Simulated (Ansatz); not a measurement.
# Area resistance of unrelaxed Pt films, 3 to 10 layers thick, between Au(100) or Ir(110) leads: ballistic transport with PBEsol

A layer twice as thick is usually taken to have twice the resistance. That rule rests on scattering inside the layer, and it becomes doubtful for metal films a few atoms thick, such as those in multilayer contacts and magnetic stacks, where the interfaces can dominate. We test it on Pt films of 3 to 10 layers between Au(100) leads and of 3 to 6 layers between Ir(110) leads. The calculated quantity is the area resistance that the film adds to that of the perfect lead along the same normal. Transport is coherent and the film is free of defects and phonons, so any dependence on thickness must come from electron waves matching at the two faces, interfering between them or decaying inside the film.

## Systems and settings

Planar junctions lead / film / lead, one atom a layer where the face allows, current normal to the layers. Leads are perfect crystals at room-temperature lattice constants. The film takes the lead's in-plane lattice, with its layer spacing set to keep its own atomic volume; all atoms sit on ideal sites and are not relaxed. Program: Ansatz 0.2.0, plane waves with PAW potentials, PBEsol, wave cutoff 420 eV, Fermi-Dirac smearing of 0.1 eV. No spin polarisation and no spin-orbit coupling. Transport is ballistic and coherent at zero bias (Landauer, wave matching layer by layer), averaged over a mesh of wavevectors across the current and over the Fermi window at 300 K; no phonons or disorder. Selection: Runs whose potential in the leads had a step over 25 meV, or whose mesh the program flagged as unconverged, are left out. Runs with an error estimate over 15 per cent are left out.

Notes on method and selection:

- Interfaces are ideal and ordered, so the wavevector along the interface is conserved; real interfaces are mixed and rough.
- Quantum-well states in the film make the resistance oscillate with thickness.
- The typed smearing and mesh set the lead's Fermi level, which moves conductances of d metals by some per cent, and most where the lead's density of states is steep.
- Spin-orbit coupling is left out where no row notes it, which matters most for the elements from Hf on.
- A perfect film has no bulk resistance here, and nothing scatters electrons between its faces, so the added resistance is not twice a symmetric interface resistance: it holds the mismatch of channels too, since a film with fewer channels than its lead caps the conductance, and swapping film and lead changes it.
- Runs in which the search for lower states was switched off are not listed.
- Runs that did not converge, have known faults or may not be shown are not listed, and runs on Ansatz's PAW sets soft_1 and soft_2 are kept to separate tables.

Columns:

- layers: atomic layers in the film.
- lead conductance (1e15 S/m²): Sharvin conductance of the perfect lead along the same normal.
- film strain (%): in-plane linear strain of the film on the lead's lattice against its own room-temperature lattice, positive when stretched.
- error estimate (%): the program's own largest estimate of the error of the conductance (mesh, energy step, lead length).
- area resistance (1e-15 Ω m²): area resistance beyond that of the perfect lead, A (1/G - 1/G_lead), both spins.
- transmitted share: conductance divided by the Sharvin conductance of the perfect lead.

Input lines of one member:

```
kpoints:
  mp_grid: { grid: [13, 13, 2] }
hamiltonian:
  xc: pbesol
scf:
  occupations: { method: fermi_dirac, width: 0.1 }
output:
  transmission: { leads: [[0, 1]], kmesh: [26, 26], e_range: [-1.0, 1.0], de: 0.036 }
```

Command (options for logging and memory left out): `ansatz run input.yaml --threads 4 --backend cpu`

## Data

| member | film and lead, functional | layers | lead conductance (1e15 S/m²) | film strain (%) | error estimate (%) | area resistance (1e-15 Ω m²) | transmitted share |
| --- | --- | --- | --- | --- | --- | --- | --- |
| 3 layers | Pt(100) in Au(100), PBEsol | 3 | 0.884 | 4.0 | 5 | 0.564 | 0.667 |
| 5 layers | Pt(100) in Au(100), PBEsol | 5 | 0.884 | 4.0 | 6 | 0.485 | 0.700 |
| 6 layers | Pt(100) in Au(100), PBEsol | 6 | 0.884 | 4.0 | 6 | ? | ? |
| 8 layers | Pt(100) in Au(100), PBEsol | 8 | 0.883 | 4.0 | 7 | 0.572 | 0.664 |
| 10 layers | Pt(100) in Au(100), PBEsol | 10 | 0.882 | 4.0 | 6 | 0.483 | 0.701 |
| 3 layers | Pt(110) in Ir(110), PBEsol | 3 | 2.039 | −2.1 | 5 | 0.314 | 0.610 |
| 5 layers | Pt(110) in Ir(110), PBEsol | 5 | 2.039 | −2.1 | 4 | 0.387 | 0.559 |
| 6 layers | Pt(110) in Ir(110), PBEsol | 6 | 2.036 | −2.1 | 5 | 0.429 | 0.534 |

Cells marked ? are withheld until the estimate has been made.

## Reading the trend

Proportionality to thickness fails in both leads. Between Au leads, going from 3 to 10 layers multiplies the thickness by 3.3 and the resistance by 0.483 / 0.564 = 0.86. Between Ir leads, doubling the film from 3 to 6 layers multiplies the resistance by 0.429 / 0.314 = 1.37.

With nothing to scatter electrons inside the film, there is no ohmic term to grow. Reflection at the faces remains, and interference between them can make the resistance oscillate. The Au series goes down, up and down again, but its full spread, 0.572 − 0.483 = 0.089, is no larger than the numerical uncertainty. A relative error $\varepsilon$ in the conductance shifts the area resistance by $\varepsilon/(tG_\text{lead})$, where $t$ is the transmitted share; for 5 layers this is 0.06 / (0.700 × 0.884) = 0.097, in 1e-15 Ω m². We therefore read no oscillation period from these rows.

The Ir series rises at each step, by 0.115 in all, against uncertainties of about 0.04 on each value. States that decay inside Pt would give such a rise, since they carry less current through a thicker film, but part of an oscillation would look the same over three points.

The lead has a clearer effect. At 3 layers the film adds 0.564 between Au leads and 0.314 between Ir leads, although a smaller share of the current passes in Ir. The two facts are reconciled by

$$AR = \frac{1/t - 1}{G_\text{lead}}.$$

Ir(110) has 2.039 / 0.884 = 2.31 times the conductance of Au(100), which outweighs its poorer transmission. A likely reason for the poorer transmission is that many Ir channels have d character and find no matching state in Pt, whereas Au offers mainly s-p channels. Face and strain change along with the lead element, so the contrast belongs to the whole junction. Spin-orbit coupling, which is strong in all three metals, is absent.

## Blind estimate

Plain estimates from the members shown:

- 6 layers (Pt(100) in Au(100), PBEsol), straight-line interpolation between 5 layers and 8 layers: w = (6 − 5) / (8 − 5) = 0.333, so 0.485 + 0.333 × (0.572 − 0.485) = 0.514 1e-15 Ω m²

For the 6-layer film between Au leads we use the mean of the four other Au members: (0.564 + 0.485 + 0.572 + 0.483) / 4 = 0.526, in 1e-15 Ω m². This suits a resistance set by the two faces, with variations of unknown phase around a constant level.

The straight line between 5 and 8 layers gives 0.514, almost the same, but the method does badly on known members. Interpolating 5 layers from 3 and 8 gives 0.564 + 0.4 × (0.572 − 0.564) = 0.567 against the calculated 0.485, and interpolating 8 layers from 5 and 10 gives 0.485 + 0.6 × (0.483 − 0.485) = 0.484 against 0.572. These misses are 0.082 and 0.088. Predicting each member from the mean of the other three misses by 0.051, 0.055, 0.061 and 0.057, or 0.056 root mean square, which we take as the error bar.

Nothing in the other columns calls for a shift. Lead, face and strain are the same throughout the series. The program warned of reduced mesh symmetry for the films with an odd number of layers and not for the even ones, but the averages are nearly equal, (0.564 + 0.485) / 2 = 0.5245 for 3 and 5 layers and (0.572 + 0.483) / 2 = 0.5275 for 8 and 10 layers, so an even film needs no correction. The rise seen between Ir leads is not carried over, because the Au series shows no net increase with thickness.

**Committed estimate, 6 layers (Pt(100) in Au(100), PBEsol): area resistance = 0.53 ± 0.06 1e-15 Ω m².**

## Outcome

| member | film and lead, functional | layers | lead conductance (1e15 S/m²) | film strain (%) | error estimate (%) | area resistance (1e-15 Ω m²) | transmitted share |
| --- | --- | --- | --- | --- | --- | --- | --- |
| 6 layers | Pt(100) in Au(100), PBEsol | 6 | 0.884 | 4.0 | 6 | 0.459 | 0.711 |

| member | estimate | area resistance (1e-15 Ω m²) | computed | estimate − computed | miss in error bars |
| --- | --- | --- | --- | --- | --- |
| 6 layers (Pt(100) in Au(100), PBEsol) | committed | 0.530 | 0.459 | +0.071 | 1.2 |
| 6 layers (Pt(100) in Au(100), PBEsol) | interpolation | 0.514 | 0.459 | +0.055 |  |

area resistance (1e-15 Ω m²) against layers:

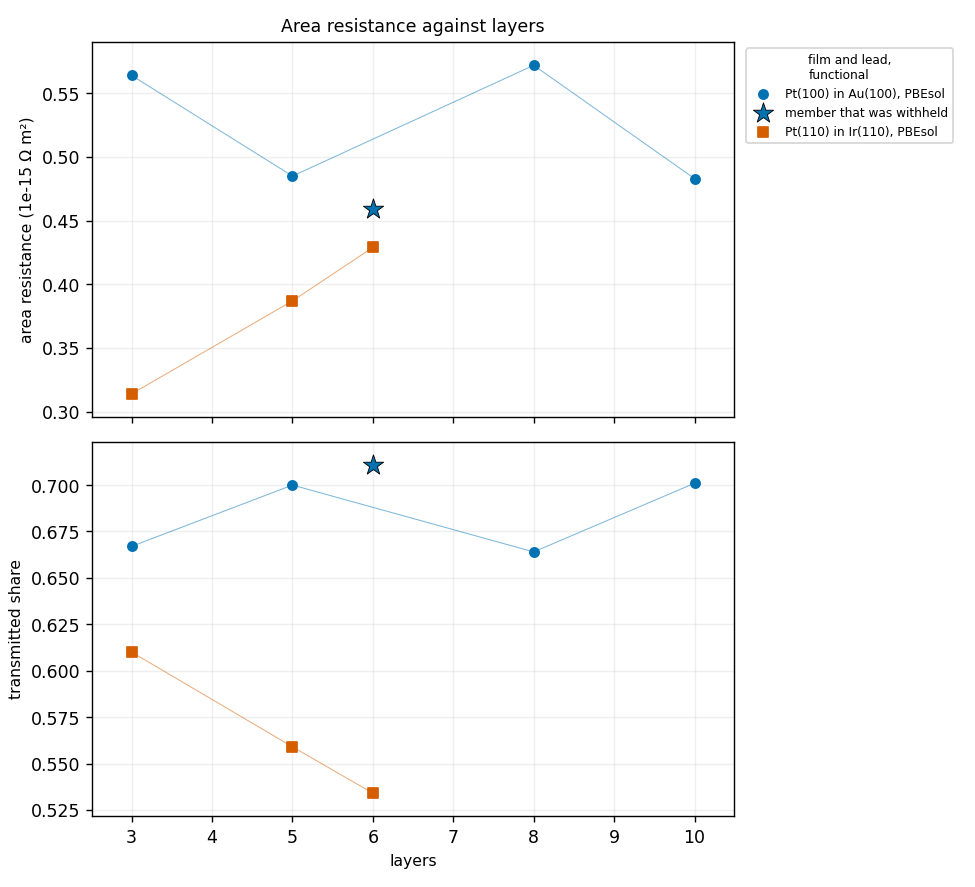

The computed resistance of the 6-layer film is 0.459, in 1e-15 Ω m². Our estimate of 0.53 ± 0.06 was too high by 0.071, slightly more than its error bar. The straight line between 5 and 8 layers was also too high, by 0.055, so it did slightly better.

The argument against growth with thickness held. The 6-layer film has the lowest resistance of the Au series, and from 5 to 6 layers the value falls by 0.026, whereas between Ir leads it rises by 0.042. What failed was the assumption that this film would lie close to the mean of the others.

The result fits a resistance set by the faces, with or without interference between them. It does not establish the interference: the program's 6 per cent error estimate corresponds to 0.06 / (0.711 × 0.884) = 0.095 in the area resistance, more than our miss.

## Where the trend breaks

No film between Au leads stands clearly apart. The five values average (0.564 + 0.485 + 0.459 + 0.572 + 0.483) / 5 = 0.513 with a standard deviation of about 0.052, and the farthest from the mean are 8 layers, at +0.059, and 6 layers, at −0.054. The 8-layer film also has the largest error estimate, 7 per cent.

One regularity deserves a check. Films five layers apart nearly agree: 0.564 and 0.572 for 3 and 8 layers, 0.485 and 0.483 for 5 and 10. Quantum-well states could produce such a repeat, but two pairs may also agree by chance, given the numerical uncertainty. An 11-layer film set beside the 6-layer one would be a direct test, provided both were run with a smaller numerical error.

The 3-layer film between Ir leads has the lowest resistance of all, 0.314. Against the films between Au leads, the high conductance of its lead accounts for this, since its transmitted share is below all of theirs. Against the thicker films between Ir leads, which share that lead, the difference lies in its larger transmitted share.

## Rules of thumb and their limits

Between Au(100) leads, ideal Pt films of 3 to 10 layers add about 0.51 × 1e-15 Ω m², with no steady dependence on thickness. Predicting each film from the mean of the other four misses by 0.058 root mean square, or about 11 per cent. For a contact of 100 nm × 100 nm the mean amounts to 0.51e-15 / 1e-14 = 0.051 Ω. Between Ir(110) leads the three values rise with thickness, and they are too few to show whether the rise continues.

Phonon scattering, left out here, would add resistance in proportion to thickness. With a rough resistivity of 1e-7 Ω m, typical of a transition metal at room temperature, a film 2 nm thick gains about 0.2 × 1e-15 Ω m². That exceeds the full spread of the Au series, 0.572 − 0.459 = 0.113, so in real films a growth of resistance with thickness should become visible at about ten layers.

[Logs are printed without paths, hosts, clocks, repeated set-up lines and the standing remarks that a program may print on its own settings, such as how far it seeks lower states.]
